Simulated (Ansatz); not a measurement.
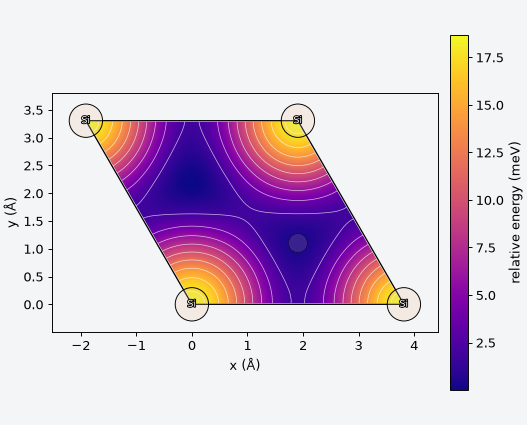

N₂ on a Si(001) slab cut from the P6_3/mmc phase, its upper half relaxed before the scan (32 atoms of substrate and one adsorbate in a 2 × 2 cell). N2 is moved over the surface cell at a fixed height above a rigid substrate; the origin of the map has the adsorbate above Si29; the height is held at 3.70 Å. Places are given modulo a cell vector. The map is drawn in real space over the plane of the surface. Grid: 6 × 6 points; 10 points were computed and 26 follow by symmetry. Places are given in fractions of the 1 × 1 surface cell. Energies: meV, counted from the lowest grid point. At a fixed height the lowest place need not be the adsorption site. Computed with DFT PBE+D3(BJ), scalar-relativistic, plane waves, PAW in Ansatz. Settings: cutoff 420 eV, k-mesh 6×6×1, gaussian smearing 0.05 eV, no spin polarisation.

In the figure: a smooth colour map with a few white contour lines, labelled circles for the atoms of the top layer and small ones for the second layer, the outline of one cell of the plane. Between grid points the surface is interpolated.

The lowest grid point is at a threefold hollow, (2/6, 4/6) of the cell vectors. There is a further well near a threefold hollow over a second-layer Si atom, (4/6, 2/6) of the cell vectors (0.34 meV above the lowest at that grid point). The highest grid point, the top site over a surface Si atom, (0/6, 0/6) of the cell vectors, lies 18.7 meV above the lowest. On the interpolated surface the easiest way out of the lowest well to the well at a threefold hollow over a second-layer Si atom, (4/6, 2/6) of the cell vectors passes a barrier of about 1.8 meV.

The scan is repeated with another setting: the height is held at 3.10 Å; all else is set up alike.

How does the landscape change?

Answer. The lowest place stays at a threefold hollow, (2/6, 4/6) of the cell vectors. The span from the lowest to the highest grid point grows from 18.7 to 90.1 meV. The easiest pass out of the lowest well goes from about 1.8 to about 11 meV on the interpolated surfaces. Higher wells of the new map: a threefold hollow over a second-layer Si atom, (4/6, 2/6) of the cell vectors, 7.2 meV up (that grid point lay 0.34 meV up before).

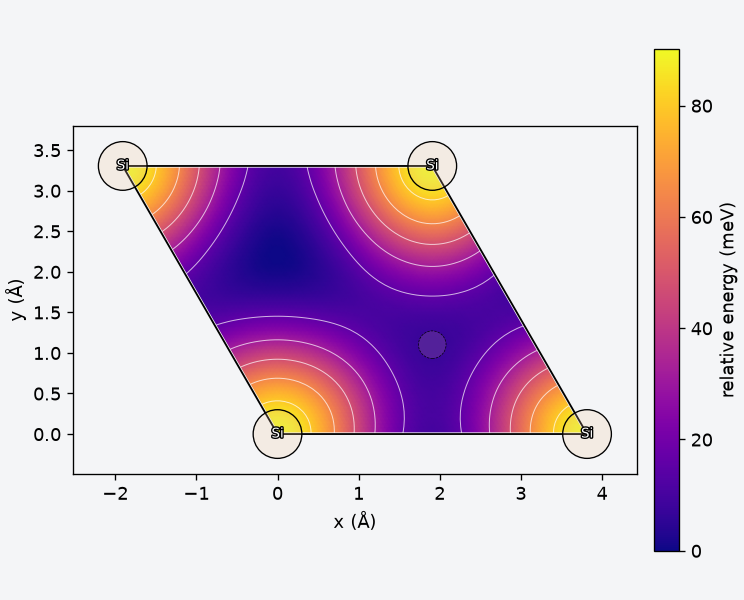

The map after the change, on a colour scale of its own. Drawn: a smooth colour map with a few white contour lines, labelled circles for the atoms of the top layer and small ones for the second layer, the outline of one cell of the plane. Between grid points the surface is interpolated.

PAW datasets: the set soft_1.
